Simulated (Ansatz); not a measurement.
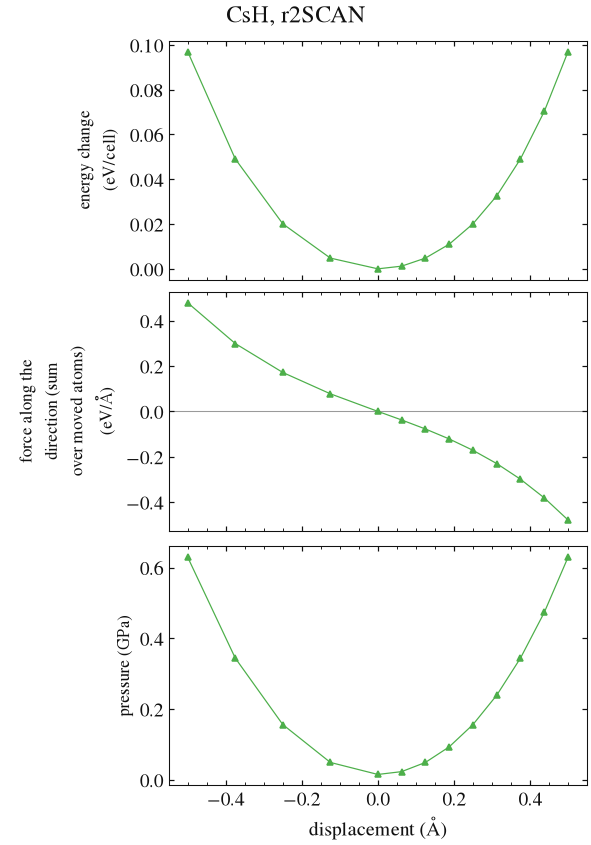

How it was computed, with Ansatz 0.2.0: all atoms of one element of a crystal moved along a line, all else fixed, by plane-wave density functional theory with PAW datasets, free energies less that of the undisturbed cell, pressure positive in compression; scalar-relativistic. Level: r2SCAN, no spin polarisation.

wave cutoff 500 eV; k mesh 6×6×6; occupations Gaussian; smearing width 0.05 eV; k shift (0, 0, 0) (mesh steps); start as given; moved element Cs; direction (0, 0, 1) (Cartesian unit vector).

Starting cell:
```xyz
2
Lattice="0.0000 3.1880 3.1880 3.1880 0.0000 3.1880 3.1880 3.1880 0.0000" Properties=species:S:1:pos:R:3 pbc="T T T"
Cs    0.0000    0.0000    0.0000
H     3.1880    3.1880    3.1880
```

Caption: Energy change, force along the direction (sum over moved atoms) and pressure against displacement for CsH, space group Fm-3m (No. 225).

The points at displacement −0.375, −0.125, 0.25 and 0.5 follow from computed ones by symmetry.

The energy rises on both sides of the starting structure, which is therefore a minimum along this path. The energy change is 0.0970 eV/cell at displacement −0.5000 Å and 0.0970 eV/cell at 0.5000 Å; the lowest computed point is at displacement 0.0000 Å (0.0000 eV/cell). The force along the direction (sum over moved atoms) falls from 0.4788 eV/Å at displacement −0.5000 Å to −0.4788 eV/Å at 0.5000 Å, and changes sign near 0.00 Å. The pressure goes from 0.629 GPa at displacement −0.5000 Å to 0.629 GPa at 0.5000 Å, not monotonically, with a low of 0.015 GPa at 0.0000 Å. The harmonic force constant k (E = k x²/2 near the start) is 0.599 eV/Å².

Note: reference crystal is not relaxed.
